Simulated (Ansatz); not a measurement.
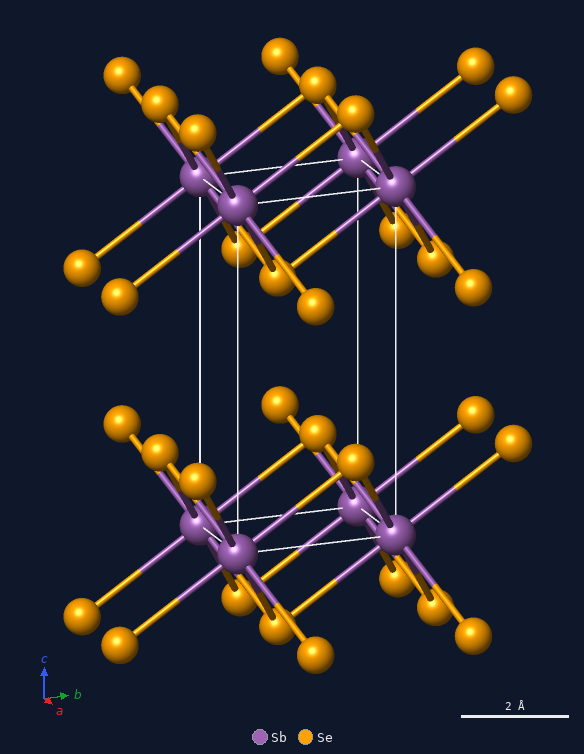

A ball-and-stick rendering, viewed slightly off an axis. The edges of the conventional unit cell are marked. A few atoms beyond the faces are included. Cell: a = 3.89 Å, b = 3.89 Å, c = 6.60 Å, α = 90.00°, β = 90.00°, γ = 120.00°.

It goes back to a structure type filled with these elements by a generator (whether the compound takes this form wasn't checked). Earlier steps of the study may have refined or changed the cell and positions. It went into a calculation with Ansatz.

Characterise what is shown.

The structure is one of SbSe₂. It is primitive hexagonal, space group P-3m1 (No. 164). Structure type: cadmium iodide (CdI₂, 1T) type. It has 3 atoms to the cell (1 Sb, 2 Se). About every Sb there are six Se in an octahedral arrangement at about 2.8 Å. About every Se there are three Sb in a trigonal pyramidal arrangement at about 2.8 Å. The bonds build SbSe2 layers parallel to (001).

Run with DFT PBEsol, scalar-relativistic, plane waves, PAW (Ansatz 0.2.0) and these settings: cutoff 420 eV, k-points on a 12×12×8 grid, Gaussian smearing of 0.1 eV, no spin polarisation.

What does the calculation say: metal or gapped?

A metal: bands cross the Fermi level.

How are the electrons shared out in a Bader analysis?

Sb +0.99 e; Se -0.49 e.

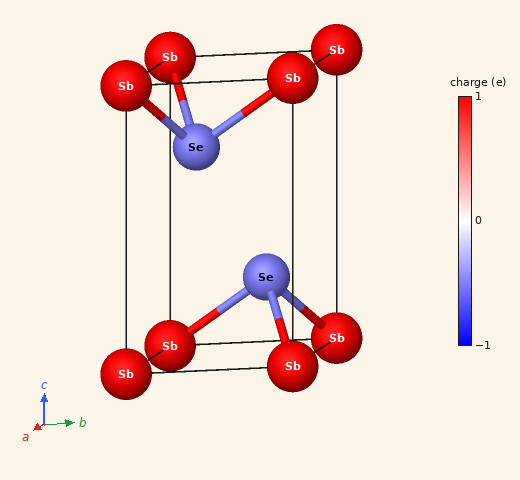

The atoms coloured by those charges. The run's cell of 3 atoms is drawn.

Has the structure come to rest?

No. The largest force is 0.19 eV/Å, on Se. The pressure is -2.5 GPa, so the cell would contract.

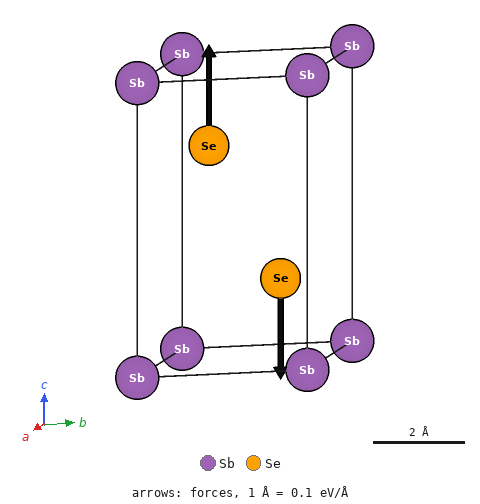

The forces as arrows. The run's cell of 3 atoms is drawn.
